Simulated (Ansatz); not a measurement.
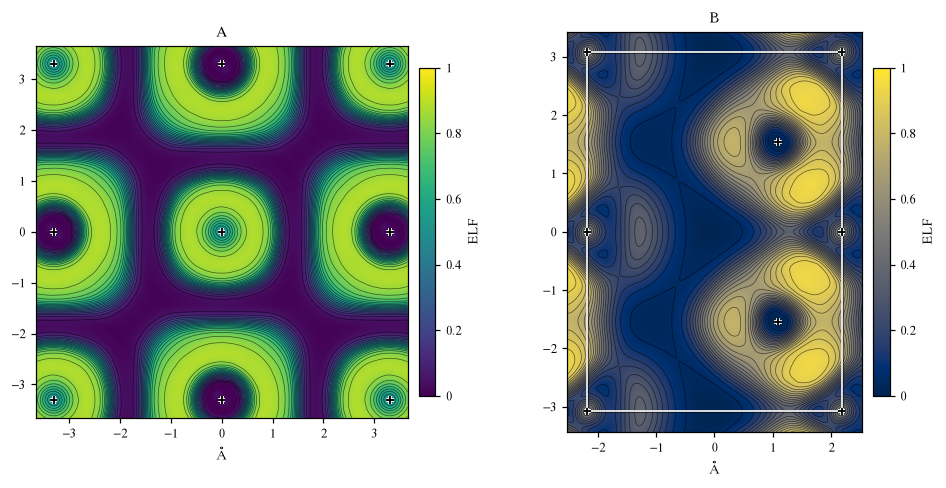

The electron localisation function of 2 systems, each on a plane through atoms (crosses mark nuclei in the plane).

These are results of DFT, LC-wPBE, plane waves, PAW in Ansatz 0.2.0, not measurements.

System 1: KBr, the (100) plane of the conventional cell. Space group Fm-3m; started from the rocksalt prototype, which need not be the ambient phase.

```yaml
crystal:
  lattice:
    - [6.60450, 0.00000, 0.00000]
    - [0.00000, 6.60450, 0.00000]
    - [0.00000, 0.00000, 6.60450]
  atoms:
    - { symbol: K, position: [0.00000, 0.00000, 0.00000] }
    - { symbol: K, position: [0.50000, 0.50000, 0.00000] }
    - { symbol: K, position: [0.50000, 0.00000, 0.50000] }
    - { symbol: K, position: [0.00000, 0.50000, 0.50000] }
    - { symbol: Br, position: [0.50000, 0.00000, 0.00000] }
    - { symbol: Br, position: [0.00000, 0.50000, 0.00000] }
    - { symbol: Br, position: [0.00000, 0.00000, 0.50000] }
    - { symbol: Br, position: [0.50000, 0.50000, 0.50000] }
```

System 2: SiC, the (110) plane of the conventional cell. Space group F-43m; a structure from a database of computed crystals, not necessarily the ambient phase; started from the database structure prototype, which need not be the ambient phase; computed pressure about −6 GPa in this cell.

```
CELL_PARAMETERS angstrom
4.35610 0.00000 0.00000
0.00000 0.00000 -4.35610
0.00000 4.35610 0.00000
ATOMIC_POSITIONS crystal
Si 0.25000 0.75000 0.25000
Si 0.75000 0.75000 0.75000
Si 0.75000 0.25000 0.25000
Si 0.25000 0.25000 0.75000
C 0.50000 0.50000 0.00000
C 0.00000 0.50000 0.50000
C 0.00000 0.00000 0.00000
C 0.50000 0.00000 0.50000
```

Q: Which map belongs to which system?

A: Panel A is system 1, KBr: the plane holds K and Br. K–Br (3.30 Å): the ELF is about 0.10 at the midpoint; a largely ionic contact. Panel B is system 2, SiC: the plane holds Si and C. Si–C (1.89 Å): the ELF peaks at about 0.95 between the atoms; a shared electron pair.
